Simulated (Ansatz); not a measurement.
Input file:

```
crystal:
  lattice:
    - [2.4986991939, 1.4426246522, 4.4835497685]
    - [-2.4986991939, 1.4426246522, 4.4835497685]
    - [0.0, -2.8852493044, 4.4835497685]
  atoms:
    - { symbol: Ga, position: [0.85558558, 0.85558558, 0.85558558] }
    - { symbol: Ga, position: [0.64441442, 0.64441442, 0.64441442] }
    - { symbol: Ga, position: [0.14441442, 0.14441442, 0.14441442] }
    - { symbol: Ga, position: [0.35558558, 0.35558558, 0.35558558] }
    - { symbol: O, position: [0.75, 0.44683282, 0.05316718] }
    - { symbol: O, position: [0.44683282, 0.05316718, 0.75] }
    - { symbol: O, position: [0.05316718, 0.75, 0.44683282] }
    - { symbol: O, position: [0.25, 0.55316718, 0.94683282] }
    - { symbol: O, position: [0.94683282, 0.25, 0.55316718] }
    - { symbol: O, position: [0.55316718, 0.94683282, 0.25] }
scf:
  occupations: { method: fixed }
output:
  forces: true
  stress: true
  eigenvalues: true
  write_density: true
  write_potential: true
  elf: true
  volumetric_format: npy
hamiltonian:
  xc: pbe
relax:
  f_tol: 0.001
  max_steps: 60
  cell: { stress_tol: 0.03 }
kpoints:
  mp_grid: { grid: [5, 5, 5] }
```

Run with:

```sh
ansatz run input.yaml --threads 8 --pin off --max-ram 24576MiB --backend cpu --events-out ev --progress --plain --runs-dir out
```

Below, planes, directions and counts refer to the conventional cell (a = 5.06 Å, b = 5.06 Å, c = 13.62 Å, α = 90.00°, β = 90.00°, γ = 120.00°).

The fields are those of the run's last geometry, not of the input's.

Space group R-3c; a structure from a database of computed crystals, not necessarily the ambient phase.

Computed with DFT PBE, scalar-relativistic, plane waves, PAW (Ansatz 0.2.0).

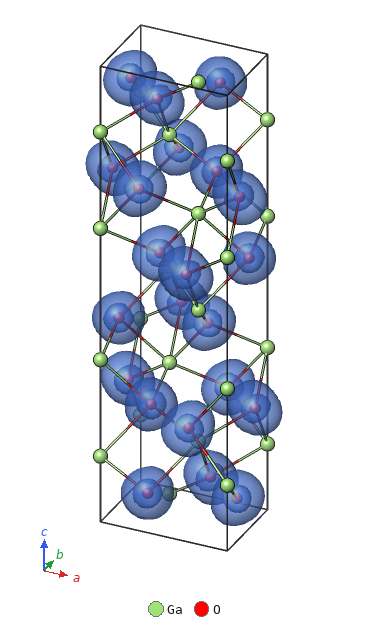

Ga₂O₃. Isosurface of the electron localisation function at 0.75 (blue), seen slightly off an axis. Core shells and regions of very low density are left out. Sticks mark near contacts.

In a PAW calculation such maps are meaningful between the atoms, not at the nuclei.

**Identify the bonds, lone pairs and shells in this picture.**

The surface consists of 18 regions wrapped around O (the valence shell of each), counted in one cell of 30 atoms. Any copies at cell faces, edges or corners count once. Along the contacts the grid gives the following. Ga–O (1.95 Å): the ELF peaks at about 0.85 in the valence shell of O, 0.6 Å from its nucleus, and is about 0.35 at the midpoint. Ga–O (2.10 Å): the ELF peaks at about 0.85 in the valence shell of O, 0.6 Å from its nucleus, and is about 0.25 at the midpoint (no shared electron pair shows on this line).

**Does the calculation give a band gap?**

It is gapped, with a Kohn–Sham gap of 2.4 eV on the k-point mesh (the band edges may lie off the mesh, which would make the gap smaller).
